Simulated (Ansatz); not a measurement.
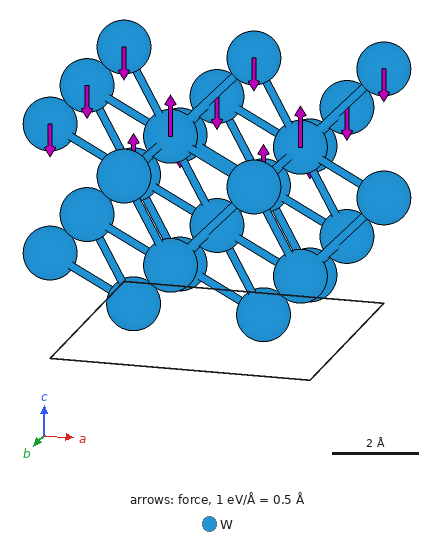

Starting geometry of a slab of composition W (cut from the Im-3m phase) with the computed forces as purple arrows. A ball-and-stick model of the cell of the calculation, outlined in the plane, without the vacuum, seen from a free direction.

Case: clean slab, lower planes held. The slab is the (1 0 0) face of W. 8 atoms are held fixed.

Theory: DFT PBE+D3(BJ), scalar-relativistic, plane waves, PAW (Ansatz 0.2.0).

The input:
```yaml
crystal:
  lattice:
    - [6.3187499359, 0.0, 0.0]
    - [0.0, 6.3187499359, 0.0]
    - [0.0, 0.0, 20.739062452]
  atoms:
    - { symbol: W, position: [0.25, 0.75, 0.3857454993] }
    - { symbol: W, position: [0.25, 0.25, 0.3857454993] }
    - { symbol: W, position: [0.75, 0.75, 0.3857454993] }
    - { symbol: W, position: [0.75, 0.25, 0.3857454993] }
    - { symbol: W, position: [0.5, 0.5, 0.4619151664] }
    - { symbol: W, position: [0.5, 0.0, 0.4619151664] }
    - { symbol: W, position: [0.0, 0.5, 0.4619151664] }
    - { symbol: W, position: [0.0, 0.0, 0.4619151664] }
    - { symbol: W, position: [0.75, 0.25, 0.5380848336] }
    - { symbol: W, position: [0.75, 0.75, 0.5380848336] }
    - { symbol: W, position: [0.25, 0.25, 0.5380848336] }
    - { symbol: W, position: [0.25, 0.75, 0.5380848336] }
    - { symbol: W, position: [0.0, 0.0, 0.6142545007] }
    - { symbol: W, position: [0.0, 0.5, 0.6142545007] }
    - { symbol: W, position: [0.5, 0.0, 0.6142545007] }
    - { symbol: W, position: [0.5, 0.5, 0.6142545007] }
basis:
  ecutwfc: 420
kpoints:
  mp_grid: { grid: [3, 3, 1] }
hamiltonian:
  xc: pbe
  dispersion: d3bj
scf:
  occupations: { method: gaussian, width: 0.1 }
output:
  forces: true
  eigenvalues: true
  write_density: true
  write_potential: true
  elf: true
  volumetric_format: npy
relax:
  adjacent_minimum: "off"
  f_tol: 0.03
  max_steps: 70
  constraints: [{ sites: [0, 1, 2, 3, 4, 5, 6, 7] }]
efield:
  axis: 3
  dipole_correction: true
  ramp_width: 0.04
```

Run as
```bash
ansatz run input.yaml --threads 8 --pin off --max-ram 20480MiB --backend cpu --events-out ev --progress --plain --runs-dir out
```

### Is this structure relaxed? If not, where do the atoms go?

It isn't relaxed: the largest force vector, on W atoms, is 2.05 eV/Å. The atoms end up moving mostly along the starting forces (cosine between the two patterns 0.99). The largest moves, 0.085 Å, are those of W13, W14, W15 and W16. W13 goes along the normal (−c). The lattice vectors keep their values. Among the contacts that change: W10–W13 2.736 → 2.646 Å, W5–W16 3.159 → 3.074 Å, W1–W12 3.159 → 3.235 Å, W5–W10 2.736 → 2.781 Å. Bond angles that change, for instance: W9–W16–W12 109.5° → 115.2°, W9–W16–W10 70.5° → 73.3°. The energy falls by 0.599 eV per cell of the calculation in 3 accepted moves (4 points after the start). Largest force component: 2.1 eV/Å at the start, 0.013 eV/Å at the end. The line search rejected the trial step at point 1 of the run. Cost: 15 s on 8 threads of Intel(R) Xeon(R) 6975P-C (Granite Rapids) (shared host), peak memory 1.7 GiB.
